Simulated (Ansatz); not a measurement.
## Electronic structure of Ti$_{2}$Pb$_{2}$O$_{7}$ (slab) in real space

Input file:

```
crystal:
  lattice:
    - [4.7789541706, 0.0, 0.0]
    - [0.0, 5.4296814679, 0.0]
    - [0.0, 0.0, 25.8593629357]
  atoms:
    - { symbol: O, position: [0.372500462, 0.75, 0.2900303468] }
    - { symbol: O, position: [0.372500462, 0.25, 0.2900303468] }
    - { symbol: Ti, position: [0.4836022059, 0.0, 0.3425227601] }
    - { symbol: Pb, position: [0.0424875525, 0.5, 0.3425227601] }
    - { symbol: O, position: [0.8477093175, 0.0, 0.3425227601] }
    - { symbol: O, position: [0.372500462, 0.25, 0.3950151734] }
    - { symbol: O, position: [0.372500462, 0.75, 0.3950151734] }
    - { symbol: Ti, position: [0.4836022059, 0.5, 0.4475075867] }
    - { symbol: Pb, position: [0.0424875525, 0.0, 0.4475075867] }
    - { symbol: O, position: [0.8477093175, 0.5, 0.4475075867] }
    - { symbol: O, position: [0.372500462, 0.75, 0.5] }
    - { symbol: O, position: [0.372500462, 0.25, 0.5] }
    - { symbol: Ti, position: [0.4836022059, 0.0, 0.5524924133] }
    - { symbol: Pb, position: [0.0424875525, 0.5, 0.5524924133] }
    - { symbol: O, position: [0.8477093175, 0.0, 0.5524924133] }
    - { symbol: O, position: [0.372500462, 0.25, 0.6049848266] }
    - { symbol: O, position: [0.372500462, 0.75, 0.6049848266] }
    - { symbol: Ti, position: [0.4836022059, 0.5, 0.6574772399] }
    - { symbol: Pb, position: [0.0424875525, 0.0, 0.6574772399] }
    - { symbol: O, position: [0.8477093175, 0.5, 0.6574772399] }
    - { symbol: O, position: [0.372500462, 0.75, 0.7099696532] }
    - { symbol: O, position: [0.372500462, 0.25, 0.7099696532] }
basis:
  ecutwfc: 420
kpoints:
  mp_grid: { grid: [6, 5, 1] }
hamiltonian:
  xc: pbe
scf:
  occupations: { method: gaussian, width: 0.05 }
output:
  forces: true
  eigenvalues: true
  write_density: true
  write_potential: true
  elf: true
  volumetric_format: npy
relax:
  adjacent_minimum: "off"
  f_tol: 0.02
  max_steps: 60
efield:
  axis: 3
  dipole_correction: true
  ramp_width: 0.04
```

Command:

```sh
ansatz run input.yaml --threads 4 --pin off --max-ram 9216MiB --backend cpu --events-out ev --progress --plain --runs-dir out
```

The fields are those of the run's last geometry, not of the input's.

Computed without spin polarisation.

These are results of DFT PBE, scalar-relativistic, plane waves, PAW (Ansatz 0.2.0), not measurements.

Core electrons are frozen (PAW), and the valence fields are smoothed inside the atomic spheres.

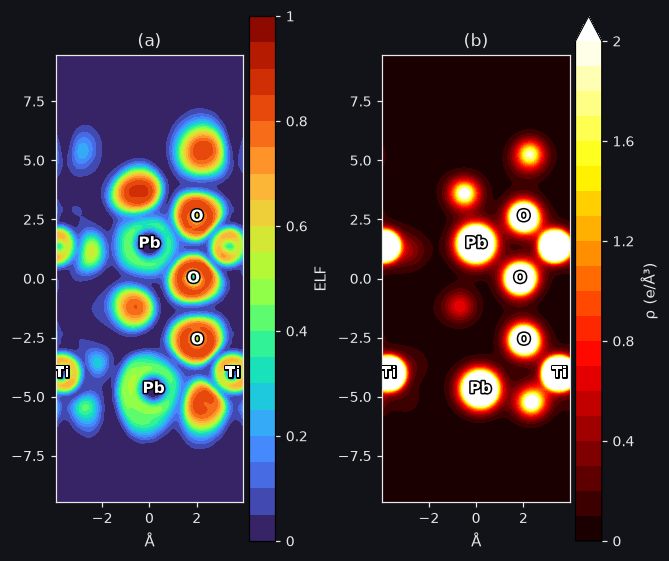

Figure 1. (a) ELF; (b) valence charge density (pseudo) on the (110) plane of the calculation cell, a cut from vacuum to vacuum.

### Read the bonding off the picture.

Atoms in the plane: Ti, Pb and O. Atoms just off the plane (O, 0.5 Å away and Ti, 0.3 Å away) can leave unmarked features too. Pb–O (2.33 Å): ρ is about 0.45 e/Å³ halfway; the ELF peaks at about 0.80 in the valence shell of O, 0.6 Å from its nucleus, and drops to about 0.20 between the two atoms. Pb–O (2.37 Å): ρ at the midpoint is about 0.41 e/Å³; the ELF is about 0.20 at the midpoint: no shared electron pair shows on this line. The density dies away to nearly zero in the vacuum. The features right at Ti lie inside the PAW spheres, where the map follows smoothed inner orbitals and isn't to be read closely.

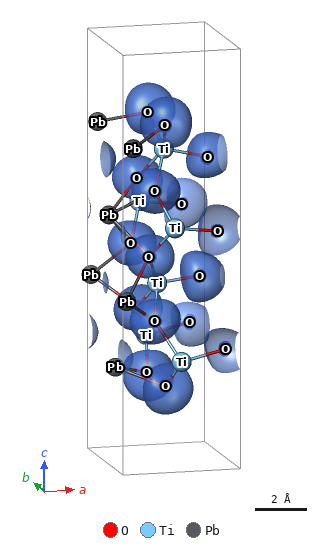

Figure 2. Isosurface of the ELF at 0.6 (blue), seen slightly off an axis. Core shells and regions of very low density are left out. Sticks mark near contacts.

### Identify the bonds, lone pairs and shells in this picture.

The ELF exceeds this value in 14 regions wrapped around O (the valence shell of each), counted in one cell of 22 atoms. Counts are for one cell; the picture repeats the cell along the surface.


Ti–O (1.76 Å): the ELF peaks at about 0.80 in the valence shell of O, 0.5 Å from its nucleus, and is about 0.35 at the midpoint. Pb–O (2.26 Å): the ELF peaks at about 0.80 in the valence shell of O, 0.6 Å from its nucleus, and drops to about 0.20 between the two atoms.

### Does the calculation make it a metal, or give it a gap?

It is metallic or semimetallic at this level of theory: no gap opens.
